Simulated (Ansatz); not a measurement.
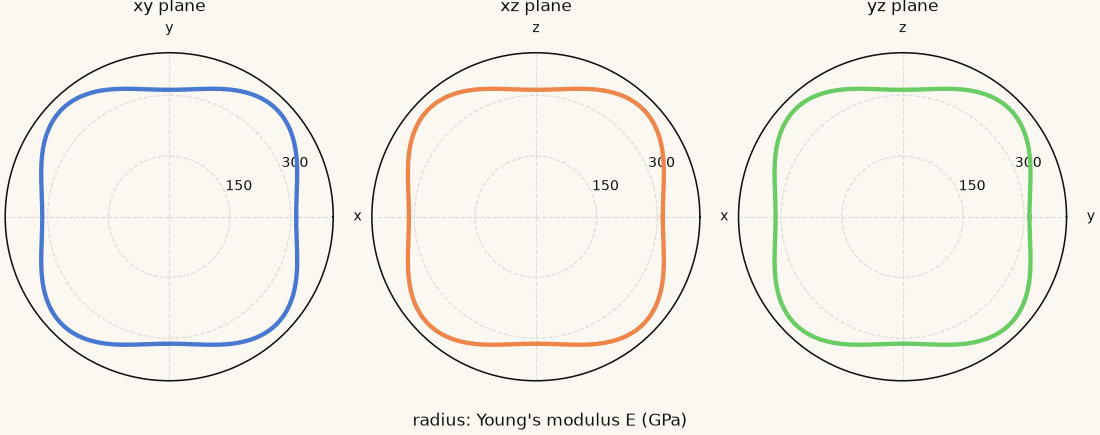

The figure shows the Young's modulus as a function of direction in the xy, xz and yz planes for BP, space group F-43m (No. 216) (cell built by us, not taken from a database).

The given structure:
```xyz
2
Lattice="0.0000 2.2742 2.2742 2.2742 0.0000 2.2742 2.2742 2.2742 0.0000" Properties=species:S:1:pos:R:3 pbc="T T T"
B     2.2742    2.2742    2.2742
P     3.4113    3.4113    3.4113
```

How it was computed, with Ansatz 0.2.0: elastic stress-strain coefficients at zero temperature from small strains of the given cell, Voigt order xx yy zz yz xz xy, Cartesian axes of the cell vectors; plane waves with PAW datasets, Γ-centred k mesh. Level: PBE, no spin polarisation.

- wave cutoff: 420 eV
- k mesh: 12×12×12
- occupations: fixed
- ions: relaxed
- strain amplitude: 0.002

How anisotropic is Young's modulus?

Answer. Over all directions E runs from 313 to 401 GPa, a ratio of 1.28.

What is E along the Cartesian axes and along their diagonal?

Answer. E is 313 GPa along x, y and z alike, and 401 GPa along the body diagonal x + y + z.

The computed values:

Stiffness matrix C (GPa), Voigt order:
|  | xx | yy | zz | yz | xz | xy |
| --- | --- | --- | --- | --- | --- | --- |
| xx | 339.5 | 73.3 | 73.3 | 0.0 | 0.0 | 0.0 |
| yy | 73.3 | 339.5 | 73.3 | 0.0 | 0.0 | 0.0 |
| zz | 73.3 | 73.3 | 339.5 | 0.0 | 0.0 | 0.0 |
| yz | 0.0 | 0.0 | 0.0 | 184.5 | 0.0 | 0.0 |
| xz | 0.0 | 0.0 | 0.0 | 0.0 | 184.5 | 0.0 |
| xy | 0.0 | 0.0 | 0.0 | 0.0 | 0.0 | 184.5 |
